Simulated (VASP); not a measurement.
## Geometry relaxation, with input and output: HfO2 (part 4 of 4)

HfO2 (12 atoms in the cell); Kohn-Sham DFT of a periodic cell, PBE, VASP PAW PBE potentials, recommended, no spin polarisation (VASP 6.6.1); cutoff 600 eV, 4×4×4 k-mesh, Gaussian smearing of 0.05 eV. The structure derives from an entry of the Crystallography Open Database.

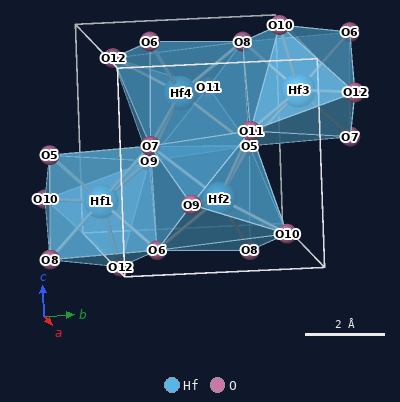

Figure 1. The geometry at step 13 of the log (polyhedral view of the cell of the calculation, seen slightly off an axis; polyhedra are completed across the faces of the cell; atoms are numbered from 1 in the order of the input).

Parts of OUTCAR, continued
```
 k-point     4 :       0.0000    0.2500    0.0000
  band No.  band energies     occupation
      1     -26.5303      2.00000
      2     -26.5105      2.00000
      3     -26.4577      2.00000
      4     -26.3448      2.00000
      5     -26.3032      2.00000
      6     -26.2355      2.00000
      7     -26.2322      2.00000
      8     -26.2011      2.00000
      9     -26.1590      2.00000
     10     -26.1362      2.00000
     11     -26.1112      2.00000
     12     -26.0464      2.00000
     13     -14.7844      2.00000
     14     -13.7152      2.00000
     15     -13.5063      2.00000
     16     -13.4820      2.00000
     17     -13.2336      2.00000
     18     -13.0304      2.00000
     19     -12.9517      2.00000
     20     -12.9134      2.00000
     21      -2.1620      2.00000
     22      -2.1020      2.00000
     23      -1.8699      2.00000
     24      -1.5359      2.00000
     25      -1.1364      2.00000
     26      -1.0336      2.00000
     27      -0.5375      2.00000
     28      -0.5215      2.00000
     29      -0.3220      2.00000
     30       0.1681      2.00000
     31       0.4249      2.00000
     32       0.5854      2.00000
     33       0.8997      2.00000
     34       0.9985      2.00000
     35       1.3040      2.00000
     36       1.4095      2.00000
     37       1.4752      2.00000
     38       1.7084      2.00000
     39       1.9814      2.00000
     40       2.0304      2.00000
     41       2.1703      2.00000
     42       2.1821      2.00000
     43       2.7311      2.00000
     44       2.8239      2.00000
     45       7.9984      0.00000
     46       8.0433      0.00000
     47       8.1641      0.00000
     48       8.3493      0.00000
     49       8.7268      0.00000
     50       8.8170      0.00000
     51       9.1874      0.00000
     52       9.3974      0.00000

 k-point     5 :       0.2500    0.2500    0.0000
  band No.  band energies     occupation
      1     -26.5173      2.00000
      2     -26.4728      2.00000
      3     -26.4491      2.00000
      4     -26.3722      2.00000
      5     -26.3076      2.00000
      6     -26.2556      2.00000
      7     -26.2212      2.00000
      8     -26.2009      2.00000
      9     -26.1602      2.00000
     10     -26.1307      2.00000
     11     -26.1208      2.00000
     12     -26.0703      2.00000
     13     -14.6044      2.00000
     14     -13.7007      2.00000
     15     -13.5368      2.00000
     16     -13.5024      2.00000
     17     -13.2849      2.00000
     18     -13.0595      2.00000
     19     -13.0107      2.00000
     20     -12.9290      2.00000
     21      -2.2280      2.00000
     22      -1.8502      2.00000
     23      -1.5801      2.00000
     24      -1.4754      2.00000
     25      -1.1651      2.00000
     26      -0.9881      2.00000
     27      -0.6575      2.00000
     28      -0.5316      2.00000
     29      -0.1447      2.00000
     30       0.0259      2.00000
     31       0.1639      2.00000
     32       0.6936      2.00000
     33       0.8426      2.00000
     34       1.0310      2.00000
     35       1.2008      2.00000
     36       1.3950      2.00000
     37       1.4686      2.00000
     38       1.7438      2.00000
     39       1.9187      2.00000
     40       1.9770      2.00000
     41       2.1498      2.00000
     42       2.2807      2.00000
     43       2.3972      2.00000
     44       2.7460      2.00000
     45       7.5218      0.00000
     46       7.9193      0.00000
     47       8.1742      0.00000
     48       8.4675      0.00000
     49       8.7416      0.00000
     50       8.9958      0.00000
     51       9.2386      0.00000
     52       9.4102      0.00000

 [... the levels of 18 k-points are left out ...]

 k-point    24 :       0.5000    0.0000    0.5000
  band No.  band energies     occupation
      1     -26.4722      2.00000
      2     -26.4722      2.00000
      3     -26.4069      2.00000
      4     -26.4069      2.00000
      5     -26.3164      2.00000
      6     -26.3164      2.00000
      7     -26.2409      2.00000
      8     -26.2409      2.00000
      9     -26.1433      2.00000
     10     -26.1433      2.00000
     11     -26.0648      2.00000
     12     -26.0648      2.00000
     13     -14.0296      2.00000
     14     -14.0296      2.00000
     15     -13.5050      2.00000
     16     -13.5050      2.00000
     17     -13.2625      2.00000
     18     -13.2625      2.00000
     19     -13.0383      2.00000
     20     -13.0383      2.00000
     21      -1.6941      2.00000
     22      -1.6941      2.00000
     23      -1.3017      2.00000
     24      -1.3017      2.00000
     25      -0.8815      2.00000
     26      -0.8815      2.00000
     27      -0.8274      2.00000
     28      -0.8274      2.00000
     29      -0.4677      2.00000
     30      -0.4677      2.00000
     31       0.5511      2.00000
     32       0.5511      2.00000
     33       0.9722      2.00000
     34       0.9722      2.00000
     35       1.2262      2.00000
     36       1.2262      2.00000
     37       1.5829      2.00000
     38       1.5829      2.00000
     39       1.7524      2.00000
     40       1.7524      2.00000
     41       2.0353      2.00000
     42       2.0353      2.00000
     43       2.5011      2.00000
     44       2.5011      2.00000
     45       7.3704      0.00000
     46       7.3704      0.00000
     47       8.5050      0.00000
     48       8.5050      0.00000
     49       8.6923      0.00000
     50       8.6923      0.00000
     51       9.2251      0.00000
     52       9.2251      0.00000

 [... further k-points ...]

------------------------ aborting loop because EDIFF is reached ----------------------------------------

  FORCE on cell =-STRESS in cart. coord.  units (eV):
  Direction    XX          YY          ZZ          XY          YZ          ZX
  --------------------------------------------------------------------------------------
  -------------------------------------------------------------------------------------
  Total       -0.0123498     -0.0402154      0.0362308      0.0000000      0.0000000      0.0163083
  in kB       -0.1414447     -0.4605960      0.4149592      0.0000000      0.0000000      0.1867826
  external PRESSURE =      -0.0623605 kB  Pullay stress =       0.0000000 kB

 VOLUME and BASIS-vectors are now :
 -----------------------------------------------------------------------------
  energy-cutoff  :      600.00
  volume of cell :      139.89
      direct lattice vectors                 reciprocal lattice vectors
     5.138559212  0.000000000 -0.016227246     0.194710038  0.000000000  0.032603145
     0.000000000  5.190329089  0.000000000     0.000000000  0.192666011  0.000000000
    -0.878713187  0.000000000  5.247784416     0.000602084  0.000000000  0.190657424

 POSITION                                       TOTAL-FORCE (eV/Angst)
 -----------------------------------------------------------------------------------
      1.23485      0.22125      1.08665         0.006618      0.003613     -0.001029
      3.46435      2.81642      1.52101        -0.006618      0.003613      0.001029
      3.02499      4.96908      4.14490        -0.006618     -0.003613      0.001029
      0.79549      2.37391      3.71054         0.006618     -0.003613     -0.001029
      1.88786      3.93099      2.49798        -0.006355     -0.005401      0.005041
      2.81135      1.33582      0.10969         0.006355     -0.005401     -0.005041
      2.37199      1.25934      2.73358         0.006355      0.005401     -0.005041
      1.44850      3.85451      5.12187        -0.006355      0.005401      0.005041
      0.04249      1.71131      1.82158        -0.002974      0.000236      0.002006
      4.65671      4.30648      0.78608         0.002974      0.000236     -0.002006
      4.21736      3.47901      3.40997         0.002974     -0.000236     -0.002006
     -0.39687      0.88385      4.44547        -0.002974     -0.000236      0.002006
 -----------------------------------------------------------------------------------
    total drift:                                0.000000     -0.000000      0.000000

  FREE ENERGIE OF THE ION-ELECTRON SYSTEM (eV)
  ---------------------------------------------------
  free  energy   TOTEN  =      -122.0886595010 eV

  energy  without entropy=     -122.0886595010  energy(sigma->0) =     -122.08865950

 reached required accuracy - stopping structural energy minimisation
```

CONTCAR
```
HfO2
   1.00000000000000
     5.1385592117380128    0.0000000000000000   -0.0162272462153402
     0.0000000000000000    5.1903290885751394    0.0000000000000000
    -0.8787131870257722    0.0000000000000000    5.2477844160454570
  Hf              O
     4     8
Direct
     0.2758662460532209    0.0426276401902592    0.2079218831256680
     0.7241337539467793    0.5426276401902591    0.2920781168743319
     0.7241337539467793    0.9573723598097409    0.7920781168743320
     0.2758662460532209    0.4573723598097407    0.7079218831256680
     0.4490261695792053    0.7573674906433774    0.4773941697103370
     0.5509738304207950    0.2573674906433772    0.0226058302896631
     0.5509738304207950    0.2426325093566227    0.5226058302896632
     0.4490261695792053    0.7426325093566226    0.9773941697103368
     0.0676624797623050    0.3297122199926589    0.3473238073123950
     0.9323375202376950    0.8297122199926589    0.1526761926876049
     0.9323375202376950    0.6702877800073411    0.6526761926876049
     0.0676624797623050    0.1702877800073412    0.8473238073123951

  0.00000000E+00  0.00000000E+00  0.00000000E+00
  0.00000000E+00  0.00000000E+00  0.00000000E+00
  0.00000000E+00  0.00000000E+00  0.00000000E+00
  0.00000000E+00  0.00000000E+00  0.00000000E+00
  0.00000000E+00  0.00000000E+00  0.00000000E+00
  0.00000000E+00  0.00000000E+00  0.00000000E+00
  0.00000000E+00  0.00000000E+00  0.00000000E+00
  0.00000000E+00  0.00000000E+00  0.00000000E+00
  0.00000000E+00  0.00000000E+00  0.00000000E+00
  0.00000000E+00  0.00000000E+00  0.00000000E+00
  0.00000000E+00  0.00000000E+00  0.00000000E+00
  0.00000000E+00  0.00000000E+00  0.00000000E+00
```

Trajectory as extended XYZ (Å, eV, eV/Å), 8 of the 24 frames kept, from step=0 to step=23
```
12
Lattice="5.1180 0.0000 0.0000 0.0000 5.1857 0.0000 -0.8587 0.0000 5.2139" Properties=species:S:1:pos:R:3:forces:R:3 step=0 energy=-122.05058
Hf    1.2314    0.2059    1.0845    0.1568   0.0183   0.0304
Hf    3.4573    2.7987    1.5224   -0.1568   0.0183  -0.0304
Hf    3.0279    4.9798    4.1294   -0.1568  -0.0183  -0.0304
Hf    0.8021    2.3870    3.6914    0.1568  -0.0183   0.0304
O     1.8842    3.9313    2.5032   -0.1137  -0.0313  -0.0790
O     2.8045    1.3384    0.1038    0.1137  -0.0313   0.0790
O     2.3751    1.2544    2.7107    0.1137   0.0313   0.0790
O     1.4549    3.8473    5.1101   -0.1137   0.0313  -0.0790
O     0.0821    1.7196    1.8076   -0.4038   0.1799  -0.1174
O     4.6066    4.3124    0.7993    0.4038   0.1799   0.1174
O     4.1773    3.4661    3.4062    0.4038  -0.1799   0.1174
O    -0.3473    0.8733    4.4146   -0.4038  -0.1799  -0.1174
12
Lattice="5.1301 0.0000 -0.0018 0.0000 5.1898 0.0000 -0.8625 0.0000 5.2459" Properties=species:S:1:pos:R:3:forces:R:3 step=3 energy=-122.08431
Hf    1.2349    0.2115    1.0894    0.0553   0.0843   0.0058
Hf    3.4639    2.8064    1.5318   -0.0553   0.0843  -0.0058
Hf    3.0327    4.9783    4.1547   -0.0553  -0.0843  -0.0058
Hf    0.8036    2.3834    3.7123    0.0553  -0.0843   0.0058
O     1.8840    3.9322    2.5129    0.0269  -0.0020  -0.0278
O     2.8149    1.3373    0.1082   -0.0269  -0.0020   0.0278
O     2.3836    1.2576    2.7311   -0.0269   0.0020   0.0278
O     1.4527    3.8525    5.1359    0.0269   0.0020  -0.0278
O     0.0616    1.7290    1.8125    0.0022  -0.0444  -0.0301
O     4.6372    4.3239    0.8086   -0.0022  -0.0444   0.0301
O     4.2059    3.4608    3.4315   -0.0022   0.0444   0.0301
O    -0.3696    0.8659    4.4355    0.0022   0.0444  -0.0301
12
Lattice="5.1331 0.0000 -0.0146 0.0000 5.1953 0.0000 -0.8761 0.0000 5.2427" Properties=species:S:1:pos:R:3:forces:R:3 step=7 energy=-122.08779
Hf    1.2346    0.2219    1.0845    0.0366  -0.0106   0.0105
Hf    3.4604    2.8196    1.5222   -0.0366  -0.0106  -0.0105
Hf    3.0223    4.9734    4.1435   -0.0366   0.0106  -0.0105
Hf    0.7966    2.3757    3.7059    0.0366   0.0106   0.0105
O     1.8814    3.9365    2.5016    0.0105   0.0028  -0.0083
O     2.8136    1.3389    0.1052   -0.0105   0.0028   0.0083
O     2.3755    1.2588    2.7265   -0.0105  -0.0028   0.0083
O     1.4434    3.8565    5.1229    0.0105  -0.0028  -0.0083
O     0.0533    1.7278    1.8072   -0.0184   0.0013   0.0107
O     4.6417    4.3255    0.7995    0.0184   0.0013  -0.0107
O     4.2037    3.4675    3.4209    0.0184  -0.0013  -0.0107
O    -0.3848    0.8698    4.4285   -0.0184  -0.0013   0.0107
12
Lattice="5.1351 0.0000 -0.0151 0.0000 5.1953 0.0000 -0.8770 0.0000 5.2420" Properties=species:S:1:pos:R:3:forces:R:3 step=10 energy=-122.08793
Hf    1.2358    0.2217    1.0845   -0.0044   0.0017   0.0001
Hf    3.4608    2.8194    1.5213    0.0044   0.0017  -0.0001
Hf    3.0223    4.9736    4.1423    0.0044  -0.0017  -0.0001
Hf    0.7973    2.3759    3.7055   -0.0044  -0.0017   0.0001
O     1.8825    3.9369    2.5005    0.0100  -0.0088  -0.0022
O     2.8141    1.3392    0.1053   -0.0100  -0.0088   0.0022
O     2.3756    1.2584    2.7263   -0.0100   0.0088   0.0022
O     1.4440    3.8561    5.1215    0.0100   0.0088  -0.0022
O     0.0524    1.7278    1.8075   -0.0062  -0.0088   0.0049
O     4.6442    4.3254    0.7984    0.0062  -0.0088  -0.0049
O     4.2057    3.4676    3.4193    0.0062   0.0088  -0.0049
O    -0.3861    0.8699    4.4285   -0.0062   0.0088   0.0049
12
Lattice="5.1359 0.0000 -0.0153 0.0000 5.1931 0.0000 -0.8774 0.0000 5.2423" Properties=species:S:1:pos:R:3:forces:R:3 step=13 energy=-122.08811
Hf    1.2357    0.2219    1.0847   -0.0025  -0.0029   0.0009
Hf    3.4615    2.8185    1.5211    0.0025  -0.0029  -0.0009
Hf    3.0228    4.9712    4.1423    0.0025   0.0029  -0.0009
Hf    0.7970    2.3746    3.7059   -0.0025   0.0029   0.0009
O     1.8843    3.9346    2.4998   -0.0016  -0.0023  -0.0014
O     2.8129    1.3381    0.1060    0.0016  -0.0023   0.0014
O     2.3742    1.2585    2.7272    0.0016   0.0023   0.0014
O     1.4456    3.8550    5.1210   -0.0016   0.0023  -0.0014
O     0.0509    1.7256    1.8087   -0.0038  -0.0104   0.0060
O     4.6463    4.3222    0.7972    0.0038  -0.0104  -0.0060
O     4.2076    3.4675    3.4184    0.0038   0.0104  -0.0060
O    -0.3877    0.8709    4.4298   -0.0038   0.0104   0.0060
12
Lattice="5.1374 0.0000 -0.0147 0.0000 5.1914 0.0000 -0.8769 0.0000 5.2451" Properties=species:S:1:pos:R:3:forces:R:3 step=16 energy=-122.08828
Hf    1.2354    0.2218    1.0859    0.0087  -0.0067   0.0011
Hf    3.4635    2.8175    1.5220   -0.0087  -0.0067  -0.0011
Hf    3.0251    4.9696    4.1445   -0.0087   0.0067  -0.0011
Hf    0.7970    2.3739    3.7085    0.0087   0.0067   0.0011
O     1.8875    3.9321    2.5000   -0.0128   0.0128  -0.0021
O     2.8114    1.3364    0.1079    0.0128   0.0128   0.0021
O     2.3730    1.2593    2.7305    0.0128  -0.0128   0.0021
O     1.4491    3.8551    5.1225   -0.0128  -0.0128  -0.0021
O     0.0483    1.7210    1.8124   -0.0016  -0.0065   0.0141
O     4.6507    4.3167    0.7955    0.0016  -0.0065  -0.0141
O     4.2122    3.4704    3.4180    0.0016   0.0065  -0.0141
O    -0.3902    0.8747    4.4350   -0.0016   0.0065   0.0141
12
Lattice="5.1394 0.0000 -0.0152 0.0000 5.1913 0.0000 -0.8778 0.0000 5.2460" Properties=species:S:1:pos:R:3:forces:R:3 step=20 energy=-122.08848
Hf    1.2357    0.2210    1.0866   -0.0146   0.0101  -0.0068
Hf    3.4648    2.8166    1.5211    0.0146   0.0101   0.0068
Hf    3.0258    4.9703    4.1441    0.0146  -0.0101   0.0068
Hf    0.7968    2.3747    3.7096   -0.0146  -0.0101  -0.0068
O     1.8894    3.9318    2.4980   -0.0134  -0.0005   0.0066
O     2.8110    1.3361    0.1098    0.0134  -0.0005  -0.0066
O     2.3721    1.2595    2.7327    0.0134   0.0005  -0.0066
O     1.4505    3.8551    5.1210   -0.0134   0.0005   0.0066
O     0.0443    1.7152    1.8176    0.0074  -0.0073   0.0078
O     4.6561    4.3108    0.7901   -0.0074  -0.0073  -0.0078
O     4.2172    3.4761    3.4131   -0.0074   0.0073  -0.0078
O    -0.3946    0.8804    4.4406    0.0074   0.0073   0.0078
12
Lattice="5.1386 0.0000 -0.0162 0.0000 5.1903 0.0000 -0.8787 0.0000 5.2478" Properties=species:S:1:pos:R:3:forces:R:3 step=23 energy=-122.08866
Hf    1.2349    0.2213    1.0867    0.0066   0.0036  -0.0010
Hf    3.4644    2.8164    1.5210   -0.0066   0.0036   0.0010
Hf    3.0250    4.9691    4.1449   -0.0066  -0.0036   0.0010
Hf    0.7955    2.3739    3.7105    0.0066  -0.0036  -0.0010
O     1.8879    3.9310    2.4980   -0.0064  -0.0054   0.0050
O     2.8113    1.3358    0.1097    0.0064  -0.0054  -0.0050
O     2.3720    1.2593    2.7336    0.0064   0.0054  -0.0050
O     1.4485    3.8545    5.1219   -0.0064   0.0054   0.0050
O     0.0425    1.7113    1.8216   -0.0030   0.0002   0.0020
O     4.6567    4.3065    0.7861    0.0030   0.0002  -0.0020
O     4.2174    3.4790    3.4100    0.0030  -0.0002  -0.0020
O    -0.3969    0.8839    4.4455   -0.0030  -0.0002   0.0020
```

The run was set up as follows.

INCAR
```
ALGO = Normal
EDIFF = 1E-6
EDIFFG = -0.01
ENCUT = 600
GGA = PE
IBRION = 2
ISIF = 3
ISMEAR = 0
LASPH = True
LCHARG = False
LREAL = False
LWAVE = False
NELM = 60
NSW = 40
PREC = Accurate
SIGMA = 0.05
```

KPOINTS
```
k-points
0
Gamma
  4 4 4
```

POSCAR
```
HfO2
1.0
    5.1180000000      0.0000000000      0.0000000000
    0.0000000000      5.1857000000      0.0000000000
   -0.8586630598      0.0000000000      5.2138671406
Hf O
4 8
Direct
    0.2755000000      0.0397000000      0.2080000000
    0.7245000000      0.5397000000      0.2920000000
    0.7245000000      0.9603000000      0.7920000000
    0.2755000000      0.4603000000      0.7080000000
    0.4487000000      0.7581000000      0.4801000000
    0.5513000000      0.2581000000      0.0199000000
    0.5513000000      0.2419000000      0.5199000000
    0.4487000000      0.7419000000      0.9801000000
    0.0742000000      0.3316000000      0.3467000000
    0.9258000000      0.8316000000      0.1533000000
    0.9258000000      0.6684000000      0.6533000000
    0.0742000000      0.1684000000      0.8467000000
```

Launched with:
```bash
cat potpaw_PBE.64/Hf_pv/POTCAR potpaw_PBE.64/O/POTCAR > POTCAR
mpirun -np 1 vasp_std > vasp.out
```

Results in brief

```csv
quantity,value
outcome,converged
space group (tolerance 0.01 Å),P2₁/c (14)
electrons treated,88
free energy,−122.0887 eV
Fermi energy,3.245 eV
gap on the k-point mesh,4.03 eV
pressure,−0.01 GPa
final volume,139.89 Å³
largest force (length of the vector) at the end,0.010 eV/Å
final cell,"a = 5.139 Å, b = 5.190 Å, c = 5.321 Å, α = 90.00°, β = 99.69°, γ = 90.00°"
hardware,"1 thread of Intel Xeon (Granite Rapids), 64 GiB of memory available, shared host"
wall time,20 min
peak memory,0.4 GiB
```

Spin–orbit coupling is left out, which matters for Hf.
